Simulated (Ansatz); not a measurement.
## Run report: Zn6S5 (charge +1), geometry relaxation (part 3 of 3)

Continued. System: Zn6S5 (defect cell, 11 atoms in the cell, total charge +1). Method: DFT PBE, scalar-relativistic, plane waves, PAW, spin-polarised (Ansatz 0.2.0); cutoff 420 eV, 2×2×2 k-mesh, Gaussian smearing of 0.01 eV, collinear spins. The structure derives from a Materials Project entry. It belongs to a series of runs on one base structure; here: S vacancy (site b), charge +1, atoms relaxed at the host's cell.

Geometry of the input (Å; fractional positions):
```
0.0000  0.0000  -6.3046
-5.7661  -3.3291  0.0000
0.0000  6.6581  0.0000
Zn 0.9489  0.6667  0.6667
Zn 1.0070  1.0000  0.3333
Zn 1.0070  0.3333  1.0000
Zn 0.5109  0.3684  0.3684
Zn 0.5109  0.6667  0.9650
Zn 0.5109  0.9650  0.6667
S  0.6263  1.0000  0.3333
S  0.6263  0.3333  1.0000
S  0.1255  0.3444  0.3444
S  0.1255  0.6667  0.9889
S  0.1255  0.9889  0.6667
```

File populations.tsv:
```
# site	symbol	l	j	q_up	q_dn
# orbitals = lowdin
# n_electrons = 101.000000
# spilling = 0.012727
0	Zn	0_4S	-	0.387285	0.380079
0	Zn	2_3D	-	4.984315	4.984342
1	Zn	0_4S	-	0.360973	0.360889
1	Zn	2_3D	-	4.986590	4.986380
2	Zn	0_4S	-	0.360973	0.360889
2	Zn	2_3D	-	4.986590	4.986380
3	Zn	0_4S	-	0.457181	0.402055
3	Zn	2_3D	-	4.987690	4.987465
4	Zn	0_4S	-	0.457181	0.402055
4	Zn	2_3D	-	4.987690	4.987465
5	Zn	0_4S	-	0.457181	0.402055
5	Zn	2_3D	-	4.987690	4.987465
6	S	0_3S	-	0.933786	0.933978
6	S	1_3P	-	2.579615	2.562640
7	S	0_3S	-	0.933786	0.933978
7	S	1_3P	-	2.579615	2.562640
8	S	0_3S	-	0.925723	0.924636
8	S	1_3P	-	2.592233	2.579302
9	S	0_3S	-	0.925723	0.924636
9	S	1_3P	-	2.592233	2.579302
10	S	0_3S	-	0.925723	0.924636
10	S	1_3P	-	2.592233	2.579302
```

Trajectory as extended XYZ (Å, eV, eV/Å), 8 frames, from step=1 to step=8:
```
11
Lattice="0.0000 0.0000 -6.3046 -5.7661 -3.3291 0.0000 0.0000 6.6581 0.0000" Properties=species:S:1:pos:R:3:forces:R:3 step=1 energy=-24435.53491
Zn   -3.8441    2.2194   -5.9823    0.0000   0.0000  -1.0808
Zn   -5.7661   -1.1097   -6.3490    0.0000   0.0000  -0.1299
Zn   -1.9220    5.5484   -6.3490    0.0000   0.0000  -0.1299
Zn   -2.1241    1.2263   -3.2210    0.7179  -0.4145   0.4703
Zn   -3.8441    4.2055   -3.2210    0.0000   0.8289   0.4703
Zn   -5.5641    1.2263   -3.2210   -0.7179  -0.4145   0.4703
S    -5.7661   -1.1097   -3.9485    0.0000   0.0000  -0.1165
S    -1.9220    5.5484   -3.9485    0.0000   0.0000  -0.1165
S    -1.9859    1.1465   -0.7913   -0.1063   0.0613   0.0541
S    -3.8441    4.3651   -0.7913    0.0000  -0.1227   0.0541
S    -5.7023    1.1465   -0.7913    0.1063   0.0613   0.0541
11
Lattice="0.0000 0.0000 -6.3046 -5.7661 -3.3291 0.0000 0.0000 6.6581 0.0000" Properties=species:S:1:pos:R:3:forces:R:3 step=2 energy=-24436.10493
Zn   -3.8441    2.2194   -6.1628    0.0000   0.0000  -0.6468
Zn   -5.7661   -1.1097   -6.3639    0.0000   0.0000   0.0045
Zn   -1.9220    5.5484   -6.3639    0.0000   0.0000   0.0045
Zn   -1.9716    1.1383   -3.1426    0.4341  -0.2506   0.1894
Zn   -3.8441    4.3816   -3.1426    0.0000   0.5013   0.1894
Zn   -5.7166    1.1383   -3.1426   -0.4341  -0.2506   0.1894
S    -5.7661   -1.1097   -3.9882    0.0000   0.0000   0.1825
S    -1.9220    5.5484   -3.9882    0.0000   0.0000   0.1825
S    -1.9505    1.1261   -0.7732   -0.1358   0.0784  -0.0984
S    -3.8441    4.4058   -0.7732    0.0000  -0.1568  -0.0984
S    -5.7376    1.1261   -0.7732    0.1358   0.0784  -0.0984
11
Lattice="0.0000 0.0000 -6.3046 -5.7661 -3.3291 0.0000 0.0000 6.6581 0.0000" Properties=species:S:1:pos:R:3:forces:R:3 step=3 energy=-24436.35167
Zn   -3.8441    2.2194   -6.3628    0.0000   0.0000  -0.3122
Zn   -5.7661   -1.1097   -6.3287    0.0000   0.0000  -0.0202
Zn   -1.9220    5.5484   -6.3287    0.0000   0.0000  -0.0202
Zn   -1.8272    1.0550   -3.1103    0.0539  -0.0311   0.1910
Zn   -3.8441    4.5482   -3.1103    0.0000   0.0623   0.1910
Zn   -5.8609    1.0550   -3.1103   -0.0539  -0.0311   0.1910
S    -5.7661   -1.1097   -3.9544    0.0000   0.0000  -0.1892
S    -1.9220    5.5484   -3.9544    0.0000   0.0000  -0.1892
S    -1.9267    1.1124   -0.7848   -0.0256   0.0148   0.0526
S    -3.8441    4.4334   -0.7848    0.0000  -0.0296   0.0526
S    -5.7615    1.1124   -0.7848    0.0256   0.0148   0.0526
11
Lattice="0.0000 0.0000 -6.3046 -5.7661 -3.3291 0.0000 0.0000 6.6581 0.0000" Properties=species:S:1:pos:R:3:forces:R:3 step=4 energy=-24436.39648
Zn   -3.8441    2.2194   -6.4938    0.0000   0.0000  -0.1211
Zn   -5.7661   -1.1097   -6.3244    0.0000   0.0000   0.0423
Zn   -1.9220    5.5484   -6.3244    0.0000   0.0000   0.0423
Zn   -1.7800    1.0277   -3.0715   -0.0051   0.0029  -0.0295
Zn   -3.8441    4.6028   -3.0715    0.0000  -0.0059  -0.0295
Zn   -5.9081    1.0277   -3.0715    0.0051   0.0029  -0.0295
S    -5.7661   -1.1097   -3.9703    0.0000   0.0000   0.0274
S    -1.9220    5.5484   -3.9703    0.0000   0.0000   0.0274
S    -1.9132    1.1046   -0.7722   -0.0071   0.0041   0.0235
S    -3.8441    4.4490   -0.7722    0.0000  -0.0082   0.0235
S    -5.7750    1.1046   -0.7722    0.0071   0.0041   0.0235
11
Lattice="0.0000 0.0000 -6.3046 -5.7661 -3.3291 0.0000 0.0000 6.6581 0.0000" Properties=species:S:1:pos:R:3:forces:R:3 step=5 energy=-24436.40818
Zn   -3.8441    2.2194   -6.5894    0.0000   0.0000  -0.0924
Zn   -5.7661   -1.1097   -6.3054    0.0000   0.0000   0.0458
Zn   -1.9220    5.5484   -6.3054    0.0000   0.0000   0.0458
Zn   -1.7796    1.0274   -3.0695   -0.0385   0.0222   0.0062
Zn   -3.8441    4.6033   -3.0695    0.0000  -0.0444   0.0062
Zn   -5.9086    1.0274   -3.0695    0.0385   0.0222   0.0062
S    -5.7661   -1.1097   -3.9561    0.0000   0.0000  -0.0165
S    -1.9220    5.5484   -3.9561    0.0000   0.0000  -0.0165
S    -1.9031    1.0988   -0.7645   -0.0224   0.0129   0.0051
S    -3.8441    4.4606   -0.7645    0.0000  -0.0259   0.0051
S    -5.7850    1.0988   -0.7645    0.0224   0.0129   0.0051
11
Lattice="0.0000 0.0000 -6.3046 -5.7661 -3.3291 0.0000 0.0000 6.6581 0.0000" Properties=species:S:1:pos:R:3:forces:R:3 step=6 energy=-24436.42105
Zn   -3.8441    2.2194   -6.7865    0.0000   0.0000  -0.0114
Zn   -5.7661   -1.1097   -6.2654    0.0000   0.0000   0.0115
Zn   -1.9220    5.5484   -6.2654    0.0000   0.0000   0.0115
Zn   -1.8047    1.0419   -3.0648   -0.0079   0.0046   0.0514
Zn   -3.8441    4.5743   -3.0648    0.0000  -0.0091   0.0514
Zn   -5.8835    1.0419   -3.0648    0.0079   0.0046   0.0514
S    -5.7661   -1.1097   -3.9279    0.0000   0.0000  -0.0530
S    -1.9220    5.5484   -3.9279    0.0000   0.0000  -0.0530
S    -1.8875    1.0897   -0.7489   -0.0493   0.0285  -0.0200
S    -3.8441    4.4786   -0.7489    0.0000  -0.0569  -0.0200
S    -5.8007    1.0897   -0.7489    0.0493   0.0285  -0.0200
11
Lattice="0.0000 0.0000 -6.3046 -5.7661 -3.3291 0.0000 0.0000 6.6581 0.0000" Properties=species:S:1:pos:R:3:forces:R:3 step=7 energy=-24436.42176
Zn   -3.8441    2.2194   -6.8007    0.0000   0.0000   0.0105
Zn   -5.7661   -1.1097   -6.2677    0.0000   0.0000   0.0096
Zn   -1.9220    5.5484   -6.2677    0.0000   0.0000   0.0096
Zn   -1.8005    1.0395   -3.0555   -0.0011   0.0007  -0.0250
Zn   -3.8441    4.5791   -3.0555    0.0000  -0.0013  -0.0250
Zn   -5.8877    1.0395   -3.0555    0.0011   0.0007  -0.0250
S    -5.7661   -1.1097   -3.9335    0.0000   0.0000   0.0131
S    -1.9220    5.5484   -3.9335    0.0000   0.0000   0.0131
S    -1.8931    1.0930   -0.7483    0.0276  -0.0159   0.0063
S    -3.8441    4.4721   -0.7483    0.0000   0.0319   0.0063
S    -5.7950    1.0930   -0.7483   -0.0276  -0.0159   0.0063
11
Lattice="0.0000 0.0000 -6.3046 -5.7661 -3.3291 0.0000 0.0000 6.6581 0.0000" Properties=species:S:1:pos:R:3:forces:R:3 step=8 energy=-24436.42207
Zn   -3.8441    2.2194   -6.7927    0.0000   0.0000  -0.0002
Zn   -5.7661   -1.1097   -6.2654    0.0000   0.0000  -0.0026
Zn   -1.9220    5.5484   -6.2654    0.0000   0.0000  -0.0026
Zn   -1.8040    1.0415   -3.0598    0.0003  -0.0001   0.0042
Zn   -3.8441    4.5751   -3.0598    0.0000   0.0003   0.0042
Zn   -5.8842    1.0415   -3.0598   -0.0003  -0.0001   0.0042
S    -5.7661   -1.1097   -3.9318    0.0000   0.0000  -0.0022
S    -1.9220    5.5484   -3.9318    0.0000   0.0000  -0.0022
S    -1.8907    1.0916   -0.7492   -0.0060   0.0035  -0.0010
S    -3.8441    4.4749   -0.7492    0.0000  -0.0069  -0.0010
S    -5.7974    1.0916   -0.7492    0.0060   0.0035  -0.0010
```

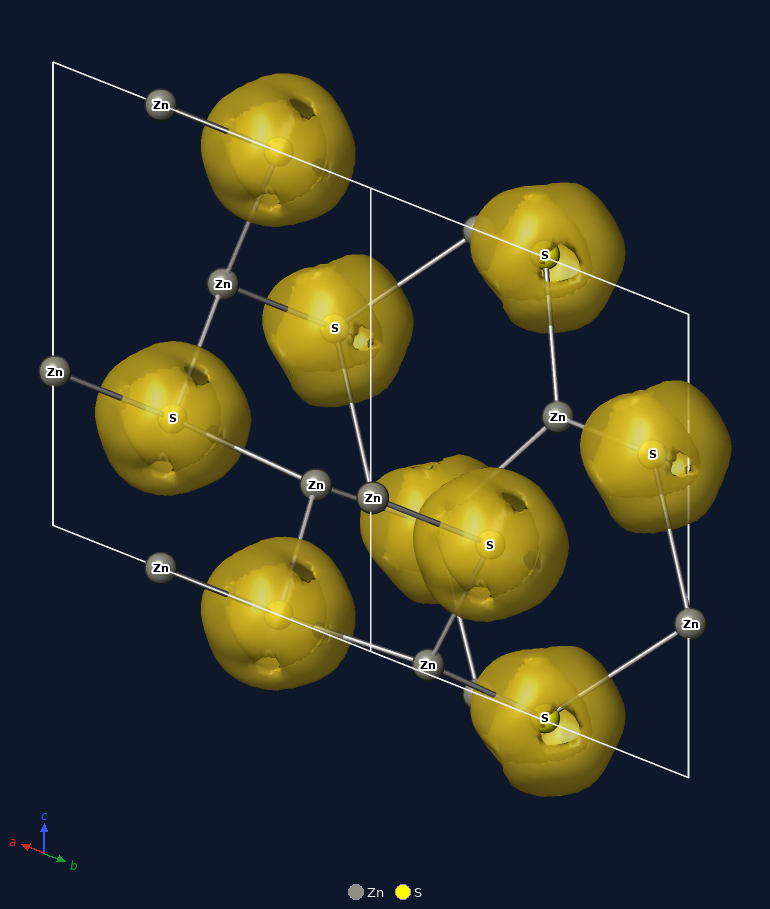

Figure 1. Isosurface of the ELF at 0.8 (yellow), seen along [110]. Only the valence region is drawn (cores and ρ < 0.01 e/Å³ removed). Sticks mark near contacts. The outline is the calculation cell. Values along the shortest contacts: Zn–S (2.27 Å): the ELF is about 0.60 at the midpoint; a polar contact without a shared pair, in a metal. Zn–S (2.31 Å): the ELF is about 0.55 at the midpoint (a polar contact without a shared pair, in a metal). The fields are those of the smooth PAW valence density.

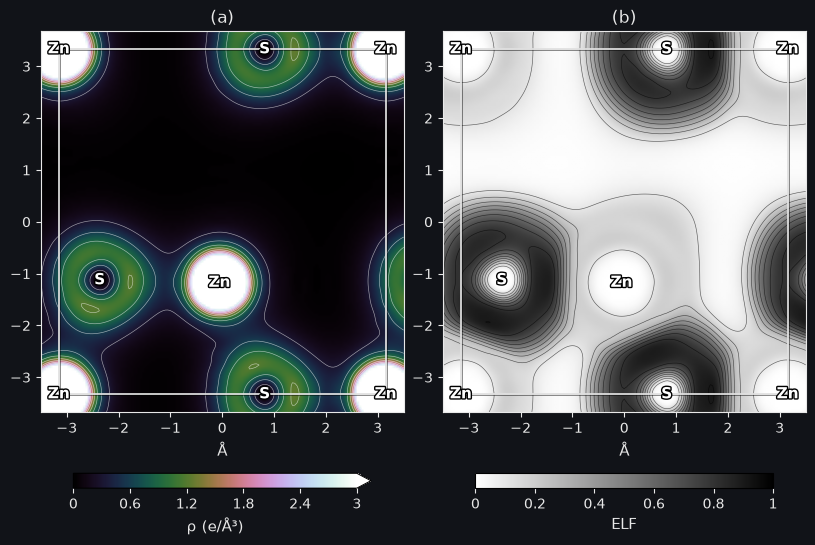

Figure 2. (a) valence charge density (pseudo); (b) ELF on the (010) plane of the calculation cell. The section cuts through Zn and S sites. Zn–S (2.31 Å): ρ is about 0.52 e/Å³ halfway; the ELF is about 0.55 at the midpoint; no shared pair; the contact is polar. Away from the nuclei the density in this plane falls to 0.009 e/Å³ at its lowest.

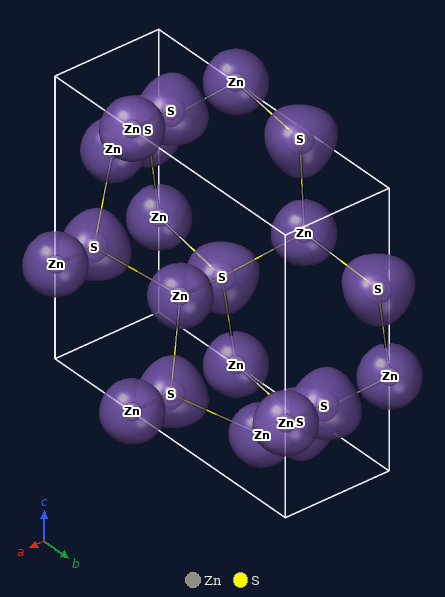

Figure 3. Isosurface of the valence charge density (pseudo) at 0.8 e/Å³ (purple), seen slightly off an axis. Sticks mark near contacts. The outline is the calculation cell. At this value the density breaks into separate islands; it holds about 65 % of the electrons treated as valence. It is pinched off along the Zn–S (2.27 Å) and Zn–S (2.31 Å) contacts. On the grid the lowest density along these lines, outside the cores, is 0.53 e/Å³ (Zn–S, 2.27 Å) and 0.48 e/Å³ (Zn–S, 2.31 Å).
